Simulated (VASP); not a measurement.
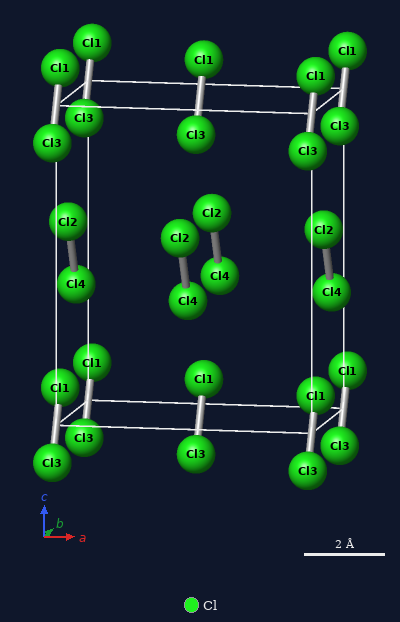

*The structure as given in the input (ball-and-stick view of the cell 2 times as large as that of the calculation, set on its symmetry axes, seen slightly off an axis; atoms are numbered from 1 in the order of the input).*

Near neighbours in the crystal (not all of them lie inside the picture): Cl has 1 Cl at 2.02 Å.

## Run report: Cl, geometry relaxation (part 1 of 3)

- system: Cl (Cmce, 4 atoms in the cell)
- method: Kohn-Sham DFT of a periodic cell, PBE with D3(BJ), VASP PAW PBE potentials, recommended, no spin polarisation (VASP 6.6.1)

The structure was built on a prototype by a generator; it need not be a known phase.

**OSZICAR**
```
N       E                     dE             d eps       ncg     rms          rms(c)
DAV:   1     0.209277076710E+03    0.20928E+03   -0.13554E+04  2268   0.149E+03
DAV:   2     0.701483725273E+01   -0.20226E+03   -0.19907E+03  3322   0.244E+02
DAV:   3    -0.756548728303E+01   -0.14580E+02   -0.14546E+02  2796   0.799E+01
DAV:   4    -0.774982965732E+01   -0.18434E+00   -0.18422E+00  2784   0.104E+01
DAV:   5    -0.775289798398E+01   -0.30683E-02   -0.30680E-02  2714   0.137E+00    0.161E+01
DAV:   6    -0.741948675466E+01    0.33341E+00   -0.24779E-01  2478   0.332E+00    0.106E+01
DAV:   7    -0.731861349475E+01    0.10087E+00   -0.54459E-01  2448   0.481E+00    0.869E-01
DAV:   8    -0.730576816860E+01    0.12845E-01   -0.69879E-02  2400   0.190E+00    0.393E-01
DAV:   9    -0.730592856174E+01   -0.16039E-03   -0.18098E-03  2864   0.308E-01    0.922E-02
DAV:  10    -0.730602318330E+01   -0.94622E-04   -0.15506E-04  2900   0.923E-02    0.586E-02
DAV:  11    -0.730602705486E+01   -0.38716E-05   -0.46053E-05  2456   0.447E-02    0.110E-02
DAV:  12    -0.730602776298E+01   -0.70813E-06   -0.46966E-06  2880   0.160E-02    0.534E-03
DAV:  13    -0.730602811694E+01   -0.35395E-06   -0.10112E-06  2800   0.731E-03    0.239E-03
DAV:  14    -0.730602815043E+01   -0.33494E-07   -0.24649E-07  1956   0.339E-03
   1 F= -.79610400E+01 E0= -.79610400E+01  d E =-.796104E+01
       N       E                     dE             d eps       ncg     rms          rms(c)
DAV:   1    -0.730702525954E+01   -0.99714E-03   -0.68091E-03  2304   0.518E-01    0.928E-02
DAV:   2    -0.730689365966E+01    0.13160E-03   -0.34043E-04  2396   0.124E-01    0.282E-02
DAV:   3    -0.730686206104E+01    0.31599E-04   -0.69598E-05  2488   0.474E-02    0.206E-02
DAV:   4    -0.730685716420E+01    0.48968E-05   -0.60871E-06  2860   0.153E-02    0.122E-02
DAV:   5    -0.730685455011E+01    0.26141E-05   -0.17610E-06  2528   0.852E-03    0.183E-03
DAV:   6    -0.730685443537E+01    0.11474E-06   -0.67584E-08  1342   0.213E-03    0.739E-04
DAV:   7    -0.730685446271E+01   -0.27334E-07   -0.23242E-08  1220   0.119E-03
   2 F= -.79610919E+01 E0= -.79610919E+01  d E =-.519342E-04
       N       E                     dE             d eps       ncg     rms          rms(c)
DAV:   1    -0.731080604049E+01   -0.39516E-02   -0.61128E-02  2280   0.155E+00    0.280E-01
DAV:   2    -0.730960106059E+01    0.12050E-02   -0.30528E-03  2384   0.372E-01    0.841E-02
DAV:   3    -0.730931528873E+01    0.28577E-03   -0.62531E-04  2480   0.142E-01    0.617E-02
DAV:   4    -0.730928282011E+01    0.32469E-04   -0.54393E-05  2852   0.456E-02    0.364E-02
DAV:   5    -0.730927276498E+01    0.10055E-04   -0.15730E-05  2524   0.255E-02    0.541E-03
DAV:   6    -0.730927244334E+01    0.32164E-06   -0.69230E-07  2602   0.634E-03    0.237E-03
DAV:   7    -0.730927251402E+01   -0.70676E-07   -0.84260E-08  1302   0.228E-03
   3 F= -.79611922E+01 E0= -.79611922E+01  d E =-.152196E-03
       N       E                     dE             d eps       ncg     rms          rms(c)
DAV:   1    -0.731995175522E+01   -0.10679E-01   -0.24361E-01  2272   0.309E+00    0.562E-01
DAV:   2    -0.731512610427E+01    0.48257E-02   -0.12147E-02  2380   0.743E-01    0.168E-01
DAV:   3    -0.731398487167E+01    0.11412E-02   -0.24845E-03  2476   0.283E-01    0.124E-01
DAV:   4    -0.731386572138E+01    0.11915E-03   -0.21769E-04  2860   0.910E-02    0.729E-02
DAV:   5    -0.731383877804E+01    0.26943E-04   -0.63563E-05  2514   0.511E-02    0.107E-02
DAV:   6    -0.731383817622E+01    0.60183E-06   -0.27624E-06  2630   0.127E-02    0.467E-03
DAV:   7    -0.731383835654E+01   -0.18032E-06   -0.38401E-07  2408   0.453E-03    0.112E-03
DAV:   8    -0.731383841354E+01   -0.57003E-07   -0.31117E-08  1252   0.148E-03
   4 F= -.79611459E+01 E0= -.79611459E+01  d E =-.105966E-03
       N       E                     dE             d eps       ncg     rms          rms(c)
DAV:   1    -0.731344873437E+01    0.38962E-03   -0.98507E-02  2274   0.197E+00    0.353E-01
DAV:   2    -0.731147103970E+01    0.19777E-02   -0.49491E-03  2376   0.473E-01    0.107E-01
DAV:   3    -0.731101054757E+01    0.46049E-03   -0.10141E-03  2486   0.181E-01    0.772E-02
DAV:   4    -0.731097522390E+01    0.35324E-04   -0.86768E-05  2840   0.577E-02    0.459E-02
DAV:   5    -0.731097849941E+01   -0.32755E-05   -0.24758E-05  2532   0.320E-02    0.706E-03
DAV:   6    -0.731097896041E+01   -0.46101E-06   -0.11196E-06  2614   0.804E-03    0.314E-03
DAV:   7    -0.731097892654E+01    0.33870E-07   -0.13694E-07  1380   0.291E-03
   5 F= -.79612128E+01 E0= -.79612128E+01  d E =-.172847E-03
       N       E                     dE             d eps       ncg     rms          rms(c)
DAV:   1    -0.731151829484E+01   -0.53933E-03   -0.15754E-03  2276   0.253E-01    0.475E-02
DAV:   2    -0.731147743922E+01    0.40856E-04   -0.92830E-05  2374   0.604E-02    0.173E-02
DAV:   3    -0.731146844149E+01    0.89977E-05   -0.22447E-05  2444   0.262E-02    0.124E-02
DAV:   4    -0.731146629479E+01    0.21467E-05   -0.14312E-06  2824   0.752E-03    0.488E-03
DAV:   5    -0.731146533969E+01    0.95510E-06   -0.28942E-07  1798   0.343E-03    0.763E-04
DAV:   6    -0.731146536951E+01   -0.29818E-07   -0.26066E-08  1178   0.120E-03
   6 F= -.79612338E+01 E0= -.79612338E+01  d E =-.210295E-04
       N       E                     dE             d eps       ncg     rms          rms(c)
DAV:   1    -0.731336447757E+01   -0.18991E-02   -0.14124E-02  2276   0.757E-01    0.142E-01
DAV:   2    -0.731298466051E+01    0.37982E-03   -0.83203E-04  2376   0.181E-01    0.517E-02
DAV:   3    -0.731290374748E+01    0.80913E-04   -0.20194E-04  2438   0.784E-02    0.372E-02
DAV:   4    -0.731289434381E+01    0.94037E-05   -0.12860E-05  2862   0.226E-02    0.145E-02
DAV:   5    -0.731289130353E+01    0.30403E-05   -0.27141E-06  2474   0.104E-02    0.224E-03
DAV:   6    -0.731289134882E+01   -0.45289E-07   -0.18021E-07  1444   0.319E-03
   7 F= -.79612655E+01 E0= -.79612655E+01  d E =-.527163E-04
```

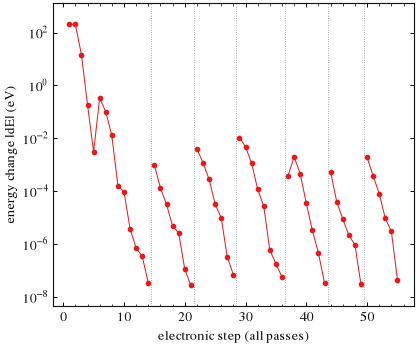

*Convergence of the self-consistent field: energy change |dE| against the electronic step. Each stretch between dotted lines is the SCF of one geometry step of a relaxation.*

The 7 ionic steps take 6 to 14 electronic steps each. The density is held fixed in the first few steps, and dE rises again when its update begins.

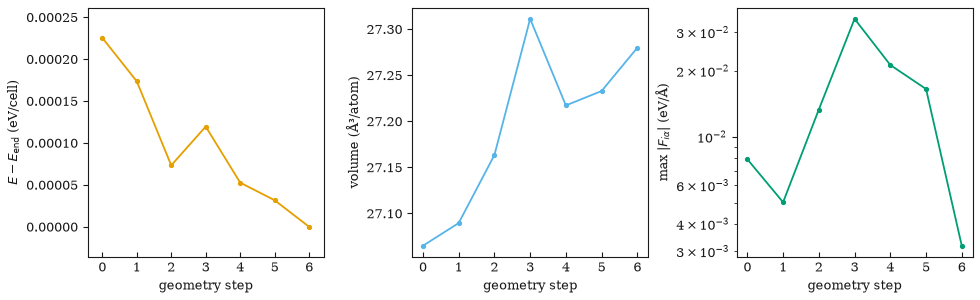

*Progress of the relaxation, step by step (steps are counted from 0).*

The atoms keep their places relative to the cell (all moves are under 0.005 Å). The energy falls by 0.2 meV per cell of the calculation in 6 geometry steps. Largest force component: 0.0079 eV/Å at the start, 0.0032 eV/Å at the end.

**Parts of OUTCAR**
```
SYSTEM = Cl
   PREC = Accurate
   ENCUT = 600
   EDIFF = 1E-7
   ISMEAR = 0
   LREAL = .FALSE.
   LASPH = .TRUE.
   NELM = 80
   ISIF = 3
   GGA = PE
   IVDW = 12
   IBRION = 2
   NSW = 90
   EDIFFG = -0.005
 IVDW          = 12
 VDW_S6        =  1.00000000  s6, scaling of the dipole-dipole dispersion
 VDW_S8        =  0.78750002  s8, scaling of the dipole-quadrupole dispersion
 VDW_A1        =  0.42890000  a1, scaling of the critical radii
 VDW_A2        =  4.44070005  a2, offset of the critical radii
 VDW_RADIUS    = 50.20216178  two-body interaction cutoff (in Angstroms)
 VDW_CNRADIUS  = 21.16708996  CN, coordination number cutoff (in Angstroms)

 ion  position               nearest neighbor table
   1  0.876  0.124  0.108-   3 2.02
   2  0.624  0.376  0.608-   4 2.02
   3  0.124  0.876  0.892-   1 2.02
   4  0.376  0.624  0.392-   2 2.02

  LATTYP: Found a base centered orthorhombic cell.
 ALAT       =     4.0816078214
 B/A-ratio  =     1.6008113687
 C/A-ratio  =     1.9891341063

  Lattice vectors:

 A1 = (  -3.2669421015,  -2.0408039107,   0.0000000000)
 A2 = (   3.2669421015,  -2.0408039107,   0.0000000000)
 A3 = (   0.0000000000,   0.0000000000,   8.1188653260)

Analysis of symmetry for initial positions (statically):
=====================================================================
 Subroutine PRICEL returns:
 Original cell was already a primitive cell.

 Routine SETGRP: Setting up the symmetry group for a
 base centered orthorhombic supercell.

 Subroutine GETGRP returns: Found  8 space group operations
 (whereof  4 operations were pure point group operations)
 out of a pool of  8 trial point group operations.

The static configuration has the point symmetry C_2h.
 The point group associated with its full space group is D_2h.

Analysis of symmetry for dynamics (positions and initial velocities):
=====================================================================
 Subroutine PRICEL returns:
 Original cell was already a primitive cell.

 Routine SETGRP: Setting up the symmetry group for a
 base centered orthorhombic supercell.

 Subroutine GETGRP returns: Found  8 space group operations
 (whereof  4 operations were pure point group operations)
 out of a pool of  8 trial point group operations.

The dynamic configuration has the point symmetry C_2h.
 The point group associated with its full space group is D_2h.

 Subroutine INISYM returns: Found  8 space group operations
 (whereof  4 operations are pure point group operations),
 and found     1 'primitive' translations

----------------------------------------------------------------------------------------

                                     Primitive cell

  volume of cell :     108.2600

  direct lattice vectors                    reciprocal lattice vectors
     3.266942102 -2.040803911  0.000000000     0.153048320 -0.245001491  0.000000000
     3.266942102  2.040803911  0.000000000     0.153048320  0.245001491  0.000000000
     0.000000000  0.000000000  8.118865326     0.000000000  0.000000000  0.123169921

  length of vectors
     3.851985371  3.851985371  8.118865326     0.288876303  0.288876303  0.123169921

  position of ions in fractional coordinates (direct lattice)
     0.876296063  0.123703937  0.107689580
     0.623703937  0.376296063  0.607689580
     0.123703937  0.876296063  0.892310420
     0.376296063  0.623703937  0.392310420

  ion indices of the primitive-cell ions
   primitive index   ion index
                 1           1
                 2           2
                 3           3
                 4           4

----------------------------------------------------------------------------------------

 KPOINTS: regular mesh

Automatic generation of k-mesh.
 Grid dimensions read from file:
 generate k-points for:    8    8    4

 Generating k-lattice:

  Cartesian coordinates                     Fractional coordinates (reciprocal lattice)
     0.019131040 -0.030625186  0.000000000     0.125000000  0.000000000  0.000000000
     0.019131040  0.030625186  0.000000000     0.000000000  0.125000000  0.000000000
     0.000000000  0.000000000  0.030792480     0.000000000  0.000000000  0.250000000

  Length of vectors
     0.036109538  0.036109538  0.030792480

  Shift w.r.t. Gamma in fractional coordinates (k-lattice)
     0.000000000  0.000000000  0.000000000

 Subroutine IBZKPT returns following result:
 ===========================================

 Found     63 irreducible k-points:

 Following reciprocal coordinates:
            Coordinates               Weight
  0.000000  0.000000  0.000000      1.000000
  0.125000  0.000000  0.000000      4.000000
  0.250000  0.000000  0.000000      4.000000
  0.375000  0.000000  0.000000      4.000000
  0.500000  0.000000  0.000000      2.000000
  0.125000  0.125000  0.000000      2.000000
  0.250000  0.125000  0.000000      4.000000
  0.375000  0.125000  0.000000      4.000000
  0.500000  0.125000  0.000000      4.000000
 -0.375000  0.125000  0.000000      4.000000
 -0.250000  0.125000  0.000000      4.000000
 -0.125000  0.125000  0.000000      2.000000
  0.250000  0.250000  0.000000      2.000000
  0.375000  0.250000  0.000000      4.000000
  0.500000  0.250000  0.000000      4.000000
 -0.375000  0.250000  0.000000      4.000000
 -0.250000  0.250000  0.000000      2.000000
  0.375000  0.375000  0.000000      2.000000
  0.500000  0.375000  0.000000      4.000000
 -0.375000  0.375000  0.000000      2.000000
  0.500000  0.500000  0.000000      1.000000
  0.000000  0.000000  0.250000      2.000000
  0.125000  0.000000  0.250000      8.000000
  0.250000  0.000000  0.250000      8.000000
 [... further k-points ...]
```
